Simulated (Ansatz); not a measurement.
**Run report: AlP, geometry relaxation (part 3 of 3)**

Continued. System: AlP (slab, 6 atoms in the cell). Method: DFT r2SCAN, scalar-relativistic, plane waves, PAW, no spin polarisation (Ansatz 0.2.0); cutoff 500 eV, 9×9×1 k-mesh, Gaussian smearing of 0.05 eV. The structure derives from an entry of the Crystallography Open Database. The input holds or restrains some coordinates. Forces given for the steps count only the free coordinates. It belongs to a series of runs on one base structure; here: clean slab, lower half held.

Geometry of the input (Å; fractional positions):
```
3.8739  0.0000  0.0000
-1.9369  3.3549  0.0000
0.0000  0.0000  24.1168
P  0.0000  0.0000  0.3525
Al 0.3333  0.6667  0.3852
P  0.3333  0.6667  0.4836
Al 0.6667  0.3333  0.5164
P  0.6667  0.3333  0.6148
Al 0.0000  0.0000  0.6475
```

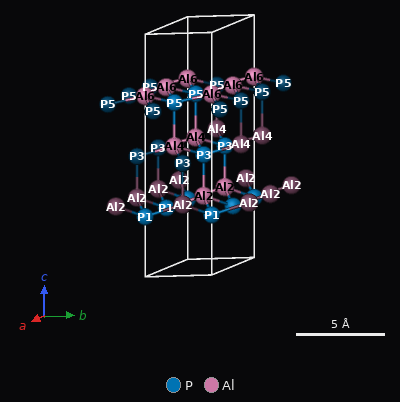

The geometry at step 4 of the log (ball-and-stick view of the 2 × 1 repeat of the cell, with the vacuum cut short, seen slightly off an axis; neighbours outside the cell are drawn fainter; atoms are numbered from 1 in the order of the input).

**Summary**

| quantity | value |
| --- | --- |
| outcome | converged under the restraints of the input |
| electrons treated | 24 |
| free energy | −3900.2560 eV |
| work function, top face | 3.11 eV |
| work function, bottom face | 6.51 eV |
| Fermi energy | −0.614 eV |
| gap on the k-point mesh | none (metallic) |
| final volume | 313.43 Å³ |
| work function (upper face) | 3.11 eV |
| largest force (length of the vector) at the end, held atoms and coordinates included | 1.219 eV/Å |
| wall time | 28 s (CPU time 54 s) |
| peak memory | 1.2 GiB |

Warnings of the run: the exchange-correlation potential is rough where the density is thin.
